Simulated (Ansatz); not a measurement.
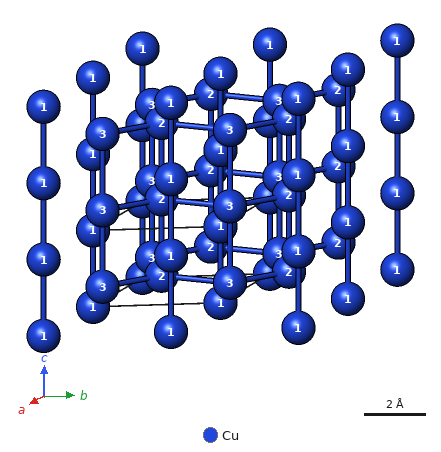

This is the input geometry for a relaxation of solid Cu (built on the omega_191 type) (coarse preliminary run). A ball-and-stick model of the cell of the calculation, repeated 2 × 2 × 3 with one cell outlined, seen slightly off an axis.

Case: omega type (P6/mmm, No. 191).

These are results of Ansatz 0.2.0, DFT r2SCAN, scalar-relativistic, plane waves, PAW, not measurements.

Input
```yaml
crystal:
  lattice:
    - [4.2199435286, 0.0, 0.0]
    - [-2.1099717643, 3.6545782983, 0.0]
    - [0.0, 0.0, 2.5870088588]
  atoms:
    - { symbol: Cu, position: [0.0, 0.0, 0.0] }
    - { symbol: Cu, position: [0.3333333333, 0.6666666667, 0.5] }
    - { symbol: Cu, position: [0.6666666667, 0.3333333333, 0.5] }
basis:
  ecutwfc: 500
kpoints:
  mp_grid: { grid: [6, 6, 6] }
hamiltonian:
  xc: r2scan
scf:
  occupations: { method: gaussian, width: 0.1 }
  lower_state_search: "off"
output:
  forces: true
  stress: true
  eigenvalues: true
relax:
  adjacent_minimum: "off"
  f_tol: 0.04
  max_steps: 70
  cell: { stress_tol: 0.4 }
```

Where does the relaxation end?

Answer. The energy falls by 92.2 meV per atom in 3 accepted moves (4 points after the start). All forces vanish by symmetry, so only the cell relaxes. The pressure goes from −14.56 to −0.16 GPa. At 1 point the geometry stayed and the basis and grid were re-selected for the new cell (energy shift of 0.5 meV per atom at most each time). The atoms keep their places relative to the cell (all moves are under 0.005 Å). The drawn cell changes as follows: a = b 4.220 → 4.095 Å (−3.0 %), c 2.587 → 2.411 Å (−6.8 %); the volume changes by −12.2 %. Near-neighbour distances that change, for instance: Cu1–Cu1 2.587 → 2.411 Å, Cu2–Cu3 2.436 → 2.364 Å. The space group stays P6/mmm (No. 191). The run took about 25 core-seconds on a shared host.

Step by step:

| step | E − E(0), meV/atom | pressure, GPa | volume, Å³/atom | note |
| --- | --- | --- | --- | --- |
| 0 | 0.00 | -14.56 | 13.299 |  |
| 1 | -78.71 | -6.45 | 12.220 |  |
| 2 | -90.04 | 3.40 | 11.436 |  |
| 3 | -92.74 | -0.06 | 11.676 |  |
| 4 | -92.20 | -0.16 | 11.676 | same geometry, new basis |

Final geometry:

```
Cu
1.0
     4.09539    0.00000    0.00000
    -2.04770    3.54672    0.00000
     0.00000    0.00000    2.41149
Cu
3
Direct
  0.00000 0.00000 0.00000
  0.33333 0.66667 0.50000
  0.66667 0.33333 0.50000
```

After the run, drawn alike:

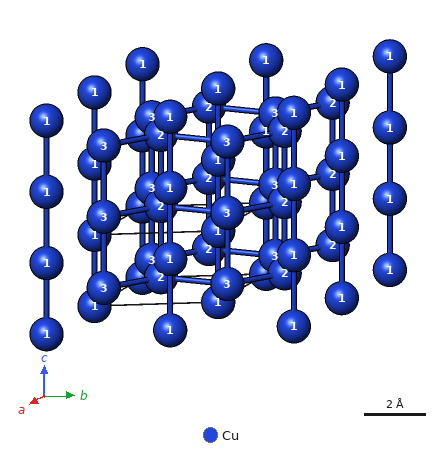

Limits of the set-up: the k-point mesh is coarse for a cell with partly filled bands.
